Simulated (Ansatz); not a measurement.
# Run report: O, geometry relaxation (part 2 of 2)

The same run, continued: O (2 atoms in the cell); DFT, LDA, PAW with Ansatz's default frozen-core files, scalar-relativistic, no spin polarisation (Ansatz 0.2.0); cutoff 420 eV, 14×14×14 k-mesh, Fermi–Dirac smearing of 0.08 eV. The structure was built on a prototype by a generator; it need not be a known phase. It belongs to a series of runs on one base structure; here: cell relaxed at zero pressure.

Geometry of the input (Å; fractional positions):
```
0.0000  2.3957  2.3957
2.3957  0.0000  2.3957
2.3957  2.3957  0.0000
O  -0.1250  -0.1250  -0.1250
O  0.1250  0.1250  0.1250
```

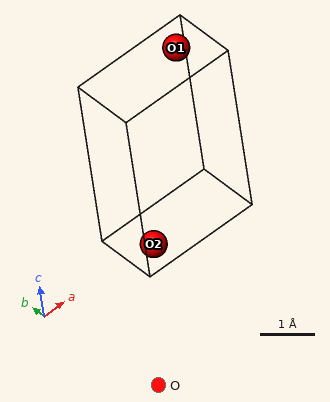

*The geometry at step 5 of the log (ball-and-stick view of the cell of the calculation, seen slightly off an axis; atoms are numbered from 1 in the order of the input).*

Output, continued
```
SCF iter   1: F=—  HF=-1101.493603 eV  |F-HF|=—  |Δ(HF+E_count)|=         —  Δρ=1.38e-4  dr2=5.16e-7  ethr=3.38e-8  ⟨swp⟩=2.8  Hψ=8857  notcnv=0
SCF iter   2: F=—  HF=-1101.493603 eV  |F-HF|=—  |Δ(HF+E_count)|=   8.77e-8  Δρ=3.06e-5  dr2=7.19e-8  ethr=4.30e-9  ⟨swp⟩=2.0  Hψ=1683  notcnv=0
SCF iter   3: F=—  HF=-1101.493603 eV  |F-HF|=—  |Δ(HF+E_count)|=   3.16e-8  Δρ=2.49e-6  dr2=3.20e-10  ethr=5.99e-10  ⟨swp⟩=2.3  Hψ=1659  notcnv=0
SCF iter   4: F=-1101.493603 eV  HF=-1101.493603 eV  |F-HF|=4.32e-12  |Δ(HF+E_count)|=  5.46e-11  Δρ=2.81e-7  dr2=1.03e-11  ethr=1.00e-12  ⟨swp⟩=5.0  Hψ=3918  notcnv=0
SCF 9 converged in 4 iterations: F = -1101.493603 eV  dr2 = 1.03e-11
relax step   9: F+E_penalty+E_count = -1101.49360326 eV  Δ(F+E_penalty+E_count) = +2.242e-3 eV  max|allowed force component| = 4.163e-16 eV/Å  Δτ_max = 0.0000 Å  P = -0.130 GPa  Ω = 19.754 Å³  stress off target by 1.30e-1 GPa  SCF on the basis re-selected at this cell (its energy is not comparable with the rows above)  (4 SCF iters)
basis re-selected at this cell: Δ(F+E_penalty+E_count) = +2.242e-3 eV, ΔP = -0.127 GPa vs the last step (what re-selecting the basis moved, of the pressure what is left beyond the Pulay correction that the steps carried, after the strain that the cell walked since its last selection, with what the two solves' SCF thresholds leave and, on support functions, any second-order correction that the steps lacked; it is no measure of the basis error at this ecutwfc). This SCF's stress stands 1.30e-1 GPa from its target on what of the cell is left free (relax.cell.stress_tol is 5.00e-2 GPa) and its largest allowed force component is 4.16e-16 eV/Å (relax.f_tol is 5.00e-3 eV/Å): not within both, so this SCF does not close the relaxation
Crystal: 2 atoms, lattice volume = 19.738 Å³
iter 1 solved again at ethr=6.84e-9 eV; its pass at ethr=3.10e-3 eV (dr2=8.20e-7 eV) is discarded
SCF iter   1: F=—  HF=-1101.493770 eV  |F-HF|=—  |Δ(HF+E_count)|=         —  Δρ=7.64e-5  dr2=7.13e-7  ethr=6.84e-9  ⟨swp⟩=2.4  Hψ=7185  notcnv=0
preconditioner: auto → LDOS  [metal: Δε(μ)=0.022 eV  Ē_g=16.113 eV  σ=0.080 eV  W_gap=0.07  n_scr=0 (ndim 8)  ℏωp=29.0 eV  f_vac=0.030  D(μ)=1.44/eV (n_scr^D=14)  β→1.0]
SCF iter   2: F=-1101.493769 eV  HF=-1101.493769 eV  |F-HF|=8.89e-10  |Δ(HF+E_count)|=   2.93e-7  Δρ=1.82e-5  dr2=1.59e-8  ethr=3.50e-10  ⟨swp⟩=2.7  Hψ=3869  notcnv=0
SCF 10 converged in 2 iterations: F = -1101.493769 eV  dr2 = 1.59e-8
relax step  10: F+E_penalty+E_count = -1101.49376926 eV  Δ(F+E_penalty+E_count) = -1.660e-4 eV  max|allowed force component| = 4.117e-16 eV/Å  Δτ_max = 0.0000 Å  P = -0.003 GPa  Ω = 19.738 Å³  energy of the carried Pulay correction = +1.593e-4 eV  (2 SCF iters, dr2 threshold 4.19e-8 eV, accepted)
iter 1 solved again at ethr=2.24e-8 eV; its pass at ethr=3.10e-3 eV (dr2=2.68e-6 eV) is discarded
SCF iter   1: F=—  HF=-1101.493719 eV  |F-HF|=—  |Δ(HF+E_count)|=         —  Δρ=2.03e-5  dr2=1.89e-8  ethr=2.24e-8  ⟨swp⟩=3.4  Hψ=9156  notcnv=0
SCF iter   2: F=—  HF=-1101.493719 eV  |F-HF|=—  |Δ(HF+E_count)|=   2.60e-7  Δρ=4.94e-6  dr2=2.30e-9  ethr=1.58e-10  ⟨swp⟩=2.4  Hψ=1635  notcnv=0
SCF iter   3: F=—  HF=-1101.493719 eV  |F-HF|=—  |Δ(HF+E_count)|=   1.04e-9  Δρ=7.05e-7  dr2=5.79e-11  ethr=1.92e-11  ⟨swp⟩=2.4  Hψ=1637  notcnv=0
SCF iter   4: F=-1101.493719 eV  HF=-1101.493719 eV  |F-HF|=2.27e-13  |Δ(HF+E_count)|=    0.00e0  Δρ=1.99e-8  dr2=1.83e-14  ethr=1.00e-12  ⟨swp⟩=4.9  Hψ=3683  notcnv=0
SCF 11 converged in 4 iterations: F = -1101.493719 eV  dr2 = 1.83e-14
relax step  11: F+E_penalty+E_count = -1101.49371905 eV  Δ(F+E_penalty+E_count) = +5.021e-5 eV  max|allowed force component| = 4.025e-16 eV/Å  Δτ_max = 0.0000 Å  P = -0.007 GPa  Ω = 19.738 Å³  stress off target by 7.00e-3 GPa  SCF on the basis re-selected at this cell (its energy is not comparable with the rows above)  (4 SCF iters)
```

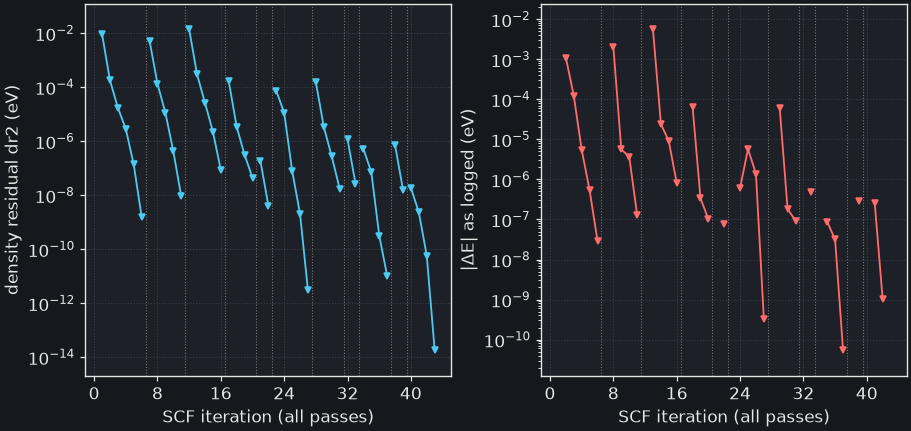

*Convergence of the self-consistent field: density residual dr2 and size of the energy change against the SCF iteration. The dotted lines part the SCF passes of the relaxation: geometry steps, rejected trials and re-solves on a re-selected basis.*

The 11 passes take 2 to 6 iterations each, 43 in all.

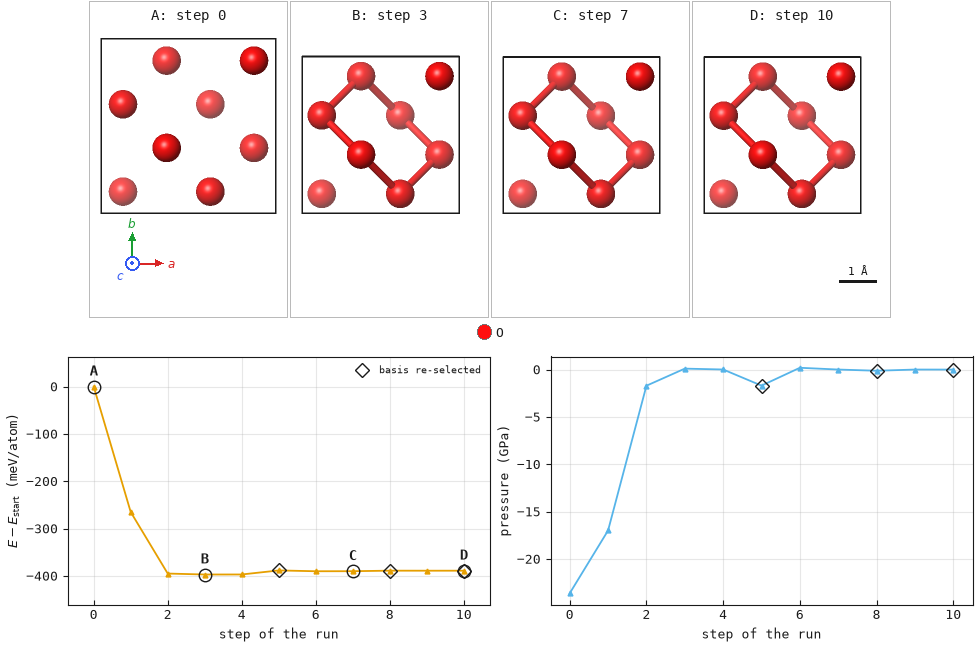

*Frames of the relaxation (ball-and-stick view of the cell 4 times as large as that of the calculation, set on its symmetry axes, along the c axis) above the curves, on which the letters mark them (the first geometry is step 0 here and step 1 in the log).*

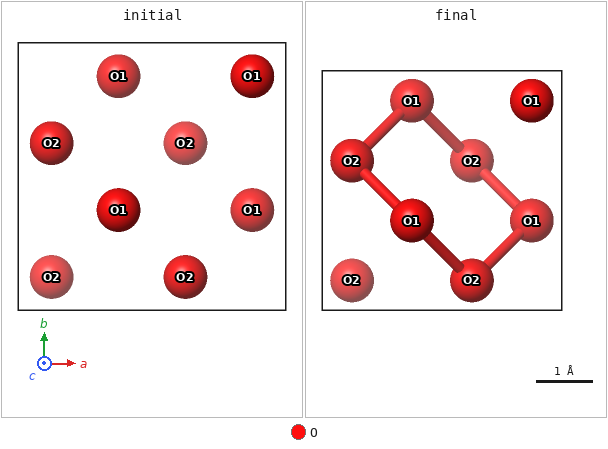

*Before (left) and after (right) the relaxation, at one scale (ball-and-stick view of the cell 4 times as large as that of the calculation, set on its symmetry axes, along the c axis).*

The energy falls by 389 meV per atom in 7 geometry steps. All forces vanish by symmetry, so only the cell relaxes. The pressure goes from −23.63 to −0.01 GPa. 2 further SCFs at an unchanged geometry re-selected the plane-wave basis for the new cell. No atom moves by more than 0.005 Å relative to the cell. The drawn cell changes as follows: a = b = c 4.791 → 4.290 Å (−10.5 %); the volume changes by −28.2 %. Among the contacts that change: O1–O2 2.075 → 1.858 Å. The space group stays Fd-3m (No. 227). The energy change given includes the shifts at the re-selections in mid-walk, which come without any move. A last SCF at the same geometry on a re-selected plane-wave basis shifts the energy by +0.0 meV per atom. (Atoms are counted from 1 in the order of the input.)

```
basis re-selected at this cell: Δ(F+E_penalty+E_count) = +5.021e-5 eV, ΔP = -0.004 GPa vs the last step (what re-selecting the basis moved, of the pressure what is left beyond the Pulay correction that the steps carried, after the strain that the cell walked since its last selection, with what the two solves' SCF thresholds leave and, on support functions, any second-order correction that the steps lacked; it is no measure of the basis error at this ecutwfc). This SCF's stress stands 7.00e-3 GPa from its target on what of the cell is left free (relax.cell.stress_tol is 5.00e-2 GPa) and its largest allowed force component is 4.02e-16 eV/Å (relax.f_tol is 5.00e-3 eV/Å): within both
SCF converged after 4 iterations
Free energy (F): -1101.493719 eV
Harris-Foulkes:  -1101.493719 eV  (|F-HF|=2.27e-13)
Internal energy: -1101.463556 eV  (E = F + TS)
E sigma→0 (E₀):  -1101.478637 eV
Entropy (-TS):   -0.030163 eV (-15.082 meV/atom)
Fermi energy:    3.329009 eV
--- Per-component energies (eV) ---
  E_band       = -63.844848
  E_kinetic    = 333.317214
  E_local      = -660.030248  (includes V_loc(G=0)·N_el)
  E_nonlocal   = 99.829004
  E_hartree    = 205.454465
  E_xc         = -140.966121
  E_vxc        = -181.068873  (∫ρ·V_xc dr)
  E_paw        = -288.338581  (= ΣΔE_a)
  E_vpaw       = -66.805005  (= ΣTr[D̂ρ^β])
  E_aug_tail   = 0.004129  (compensation charges beyond the density's cutoff)
  E_ewald      = -650.927261
  E_core_change = 0.193843  (= ΣΔE_core)
  E_smearing   = -0.030163  (= −TS)
  E_closure    = 0.000000  (closes the sum)
  Σ components = -1101.493719   (vs F -1101.493719, Δ=0.00e0)
--- Forces (eV/Å), atoms counted from 1 ---
  atom   1  O     -0.00000000     0.00000000     0.00000000
  atom   2  O      0.00000000    -0.00000000    -0.00000000
  max |Σ_I F_I| component: 9.25e-18 eV/Å
--- Stress (GPa, compression-positive) ---
       -0.006996      -0.000000      -0.000000
       -0.000000      -0.006996      -0.000000
       -0.000000      -0.000000      -0.006996
  P = ⅓ Tr σ = -0.0070 GPa (-0.070 kbar)
--- Relaxed structure (8 steps of the walk, 8 accepted, 3 SCFs on fresh bases) ---
  F+E_penalty+E_count = -1101.49371905 eV   max|allowed force component| = 4.025e-16 eV/Å   (the final SCF, on the basis selected at the relaxed cell)
  cell:  # Å, volume = 19.7377 Å³
    - [2.0070988737632065e-33, 2.144976498476852, 2.144976498476852]
    - [2.144976498476852, 2.5707744370414248e-33, 2.144976498476852]
    - [2.144976498476852, 2.144976498476852, -7.674904124548982e-34]
  atoms:
    - { symbol: O, position: [-0.125, -0.125, -0.125] }
    - { symbol: O, position: [0.125, 0.125, 0.125] }
```

Trajectory as extended XYZ (Å, eV, eV/Å), 11 frames, from step=1 to step=11
```
2
Lattice="0.0000 2.3957 2.3957 2.3957 0.0000 2.3957 2.3957 2.3957 0.0000" Properties=species:S:1:pos:R:3:forces:R:3 step=1 energy=-1100.71566 pressure_GPa=-23.63
O    -0.5989   -0.5989   -0.5989    0.0000   0.0000   0.0000
O     0.5989    0.5989    0.5989    0.0000   0.0000   0.0000
2
Lattice="0.0000 2.2789 2.2789 2.2789 0.0000 2.2789 2.2789 2.2789 0.0000" Properties=species:S:1:pos:R:3:forces:R:3 step=2 energy=-1101.24578 pressure_GPa=-16.99
O    -0.5697   -0.5697   -0.5697    0.0000   0.0000   0.0000
O     0.5697    0.5697    0.5697    0.0000   0.0000   0.0000
2
Lattice="0.0000 2.1621 2.1621 2.1621 0.0000 2.1621 2.1621 2.1621 0.0000" Properties=species:S:1:pos:R:3:forces:R:3 step=3 energy=-1101.50580 pressure_GPa=-1.71
O    -0.5405   -0.5405   -0.5405    0.0000   0.0000   0.0000
O     0.5405    0.5405    0.5405    0.0000   0.0000   0.0000
2
Lattice="0.0000 2.1529 2.1529 2.1529 0.0000 2.1529 2.1529 2.1529 0.0000" Properties=species:S:1:pos:R:3:forces:R:3 step=4 energy=-1101.50984 pressure_GPa=0.09
O    -0.5382   -0.5382   -0.5382    0.0000   0.0000   0.0000
O     0.5382    0.5382    0.5382    0.0000   0.0000   0.0000
2
Lattice="0.0000 2.1533 2.1533 2.1533 0.0000 2.1533 2.1533 2.1533 0.0000" Properties=species:S:1:pos:R:3:forces:R:3 step=5 energy=-1101.50971 pressure_GPa=0.00
O    -0.5383   -0.5383   -0.5383    0.0000   0.0000   0.0000
O     0.5383    0.5383    0.5383    0.0000   0.0000   0.0000
2
Lattice="0.0000 2.1533 2.1533 2.1533 0.0000 2.1533 2.1533 2.1533 0.0000" Properties=species:S:1:pos:R:3:forces:R:3 step=6 energy=-1101.49260 pressure_GPa=-1.70
O    -0.5383   -0.5383   -0.5383    0.0000   0.0000   0.0000
O     0.5383    0.5383    0.5383    0.0000   0.0000   0.0000
2
Lattice="0.0000 2.1447 2.1447 2.1447 0.0000 2.1447 2.1447 2.1447 0.0000" Properties=species:S:1:pos:R:3:forces:R:3 step=7 energy=-1101.49605 pressure_GPa=0.18
O    -0.5362   -0.5362   -0.5362    0.0000   0.0000   0.0000
O     0.5362    0.5362    0.5362    0.0000   0.0000   0.0000
2
Lattice="0.0000 2.1456 2.1456 2.1456 0.0000 2.1456 2.1456 2.1456 0.0000" Properties=species:S:1:pos:R:3:forces:R:3 step=8 energy=-1101.49585 pressure_GPa=-0.00
O    -0.5364   -0.5364   -0.5364    0.0000   0.0000   0.0000
O     0.5364    0.5364    0.5364    0.0000   0.0000   0.0000
2
Lattice="0.0000 2.1456 2.1456 2.1456 0.0000 2.1456 2.1456 2.1456 0.0000" Properties=species:S:1:pos:R:3:forces:R:3 step=9 energy=-1101.49360 pressure_GPa=-0.13
O    -0.5364   -0.5364   -0.5364    0.0000   0.0000   0.0000
O     0.5364    0.5364    0.5364    0.0000   0.0000   0.0000
2
Lattice="0.0000 2.1450 2.1450 2.1450 0.0000 2.1450 2.1450 2.1450 0.0000" Properties=species:S:1:pos:R:3:forces:R:3 step=10 energy=-1101.49377 pressure_GPa=-0.00
O    -0.5362   -0.5362   -0.5362    0.0000   0.0000   0.0000
O     0.5362    0.5362    0.5362    0.0000   0.0000   0.0000
2
Lattice="0.0000 2.1450 2.1450 2.1450 0.0000 2.1450 2.1450 2.1450 0.0000" Properties=species:S:1:pos:R:3:forces:R:3 step=11 energy=-1101.49372 pressure_GPa=-0.01
O    -0.5362   -0.5362   -0.5362    0.0000   0.0000   0.0000
O     0.5362    0.5362    0.5362    0.0000   0.0000   0.0000
```

Key numbers

| quantity | value |
| --- | --- |
| outcome | converged |
| space group (tolerance 0.01 Å) | Fd-3m (227) |
| electrons treated | 12 |
| free energy | −1101.4937 eV |
| Fermi energy | 3.329 eV |
| pressure | −0.01 GPa |
| final volume | 19.74 Å³ |
| largest force (length of the vector) at the end | under 0.001 eV/Å |
| final cell | a = 3.033 Å, b = 3.033 Å, c = 3.033 Å, α = 60.00°, β = 60.00°, γ = 60.00° |
| wall time | 13 s |
| peak memory | 0.29 GiB |
